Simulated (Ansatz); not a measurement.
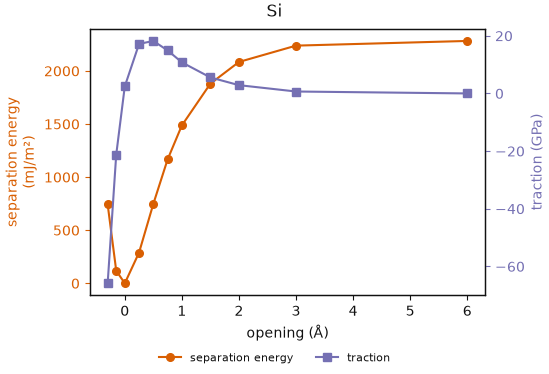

Plotted: separation energy and traction against opening for Si, space group P6/mmm (No. 191).

The given structure:
```
CELL_PARAMETERS angstrom
-2.62900 0.00000 0.00000
-1.31450 -2.27678 0.00000
0.00000 0.00000 9.97520
ATOMIC_POSITIONS crystal
Si 0.00000 0.00000 0.87500
Si 0.00000 0.00000 0.12500
Si 0.00000 0.00000 0.37500
Si 0.00000 0.00000 0.62500
```

Method: rigid opening of a crystal across a plane by lengthening cell vector c along the normal, one cut a cell, unrelaxed, by plane-wave density functional theory with PAW datasets, free energies less that of the undisturbed cell; scalar-relativistic (Ansatz 0.2.0). Level: r2SCAN, no spin polarisation.

- wave cutoff: 500 eV
- k mesh: 26×26×6
- occupations: Gaussian
- smearing width: 0.15 eV
- k shift: (0, 0, 0) (mesh steps)
- start: relaxed
- height of the cut: 0 (fraction of cell vector c)

**What work of separation does the curve reach?**

The energy levels off at about 2280 mJ/m², the work of separating the two rigid halves, or 1140 mJ/m² for each new face on average.

**Does the undistorted structure sit at the bottom of the curve?**

Yes: the energy rises on both sides of the starting structure, which is therefore a minimum along this path.

The computed values:

```json
{"opening (Å)": "-0.30", "separation energy (mJ/m²)": "743.3", "traction (GPa)": "-65.86"}
{"opening (Å)": "-0.15", "separation energy (mJ/m²)": "119.0", "traction (GPa)": "-21.23"}
{"opening (Å)": "0.00", "separation energy (mJ/m²)": "0.0", "traction (GPa)": "2.46"}
{"opening (Å)": "0.25", "separation energy (mJ/m²)": "289.5", "traction (GPa)": "17.19"}
{"opening (Å)": "0.50", "separation energy (mJ/m²)": "747.8", "traction (GPa)": "18.22"}
{"opening (Å)": "0.75", "separation energy (mJ/m²)": "1166.4", "traction (GPa)": "14.94"}
{"opening (Å)": "1.00", "separation energy (mJ/m²)": "1486.9", "traction (GPa)": "10.80"}
{"opening (Å)": "1.50", "separation energy (mJ/m²)": "1880.4", "traction (GPa)": "5.56"}
{"opening (Å)": "2.00", "separation energy (mJ/m²)": "2084.5", "traction (GPa)": "2.88"}
{"opening (Å)": "3.00", "separation energy (mJ/m²)": "2238.3", "traction (GPa)": "0.68"}
{"opening (Å)": "6.00", "separation energy (mJ/m²)": "2282.4", "traction (GPa)": "0.01"}
```
